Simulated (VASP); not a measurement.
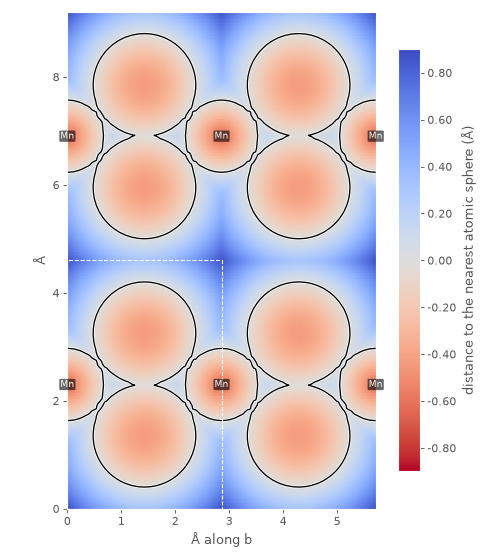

Map of the distance to the nearest atomic sphere in MnO2 in space group P-3m1, computed on the section x = 0.000 (parallel to b and c; the dashed line is one cell). The black line marks the spheres' surfaces; positive values are empty space; unlabelled circles belong to atoms above or below the section.

Hard-sphere model; Shannon crystal radii (six-coordinate where tabulated): Mn 0.67 Å, O 1.26 Å.

Origin of the cell: a cell listed in the Materials Project, as set up for an electronic-structure calculation.

```
Mn O
1.0
     2.85658    0.00000    0.00000
    -1.42829    2.47387    0.00000
     0.00000    0.00000    4.60137
Mn O
1 2
Direct
  0.00000 0.00000 0.50000
  0.33333 0.66667 0.70629
  0.66667 0.33333 0.29371
```

Where is the largest hole in this section, and how large is it?

At 0.000, 0.000, 0.000 (fractional), where the distance reaches 0.87 Å; it is enclosed by 6 O in an octahedral arrangement. It is the largest hole of the crystal.

How much of the crystal lies outside the spheres?

About 45 % of the cell's volume, and 46 % of this section's area.

What can pass through?

The largest sphere that fits anywhere has a diameter of 1.74 Å; the largest that can travel through the crystal, about 1.0 Å.
